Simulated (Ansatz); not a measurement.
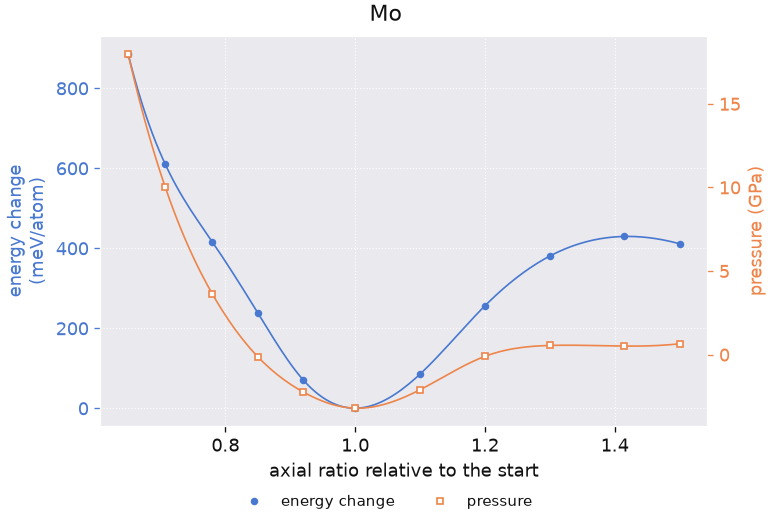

The plot gives the computed energy change and pressure against relative axial ratio for Mo, space group Im-3m (No. 229).

Starting cell:
```yaml
crystal:
  lattice:
    - [-1.57100, 1.57100, 1.57100]
    - [1.57100, -1.57100, 1.57100]
    - [1.57100, 1.57100, -1.57100]
  atoms:
    - { symbol: Mo, position: [0.00000, 0.00000, 0.00000] }
```

Calculation (Ansatz 0.2.0): deformation of a crystal at fixed volume, lengths along the axis scaled against those across it, fractional coordinates fixed, by plane-wave density functional theory with PAW datasets, free energies less that of the undisturbed cell, pressure positive in compression; scalar-relativistic. Level: PBEsol, no spin polarisation.

```csv
setting,value
wave cutoff,420 eV
k mesh,24×24×24
occupations,Gaussian
smearing width,0.15 eV
k shift,"(0, 0, 0) (mesh steps)"
start,as given
path,tetragonal
axis direction,"(0, 0, 1) (Cartesian unit vector)"
```

Give the values behind the plot as a table.

| axial ratio relative to the start | energy change (meV/atom) | pressure (GPa) |
| --- | --- | --- |
| 0.650 | 886 | 18.0 |
| 0.707 | 611 | 10.0 |
| 0.780 | 416 | 3.6 |
| 0.850 | 238 | −0.1 |
| 0.920 | 70 | −2.2 |
| 1.000 | 0 | −3.2 |
| 1.100 | 85 | −2.1 |
| 1.200 | 256 | −0.1 |
| 1.300 | 380 | 0.5 |
| 1.414 | 429 | 0.5 |
| 1.500 | 411 | 0.6 |

Keep in mind: reference crystal is not relaxed.
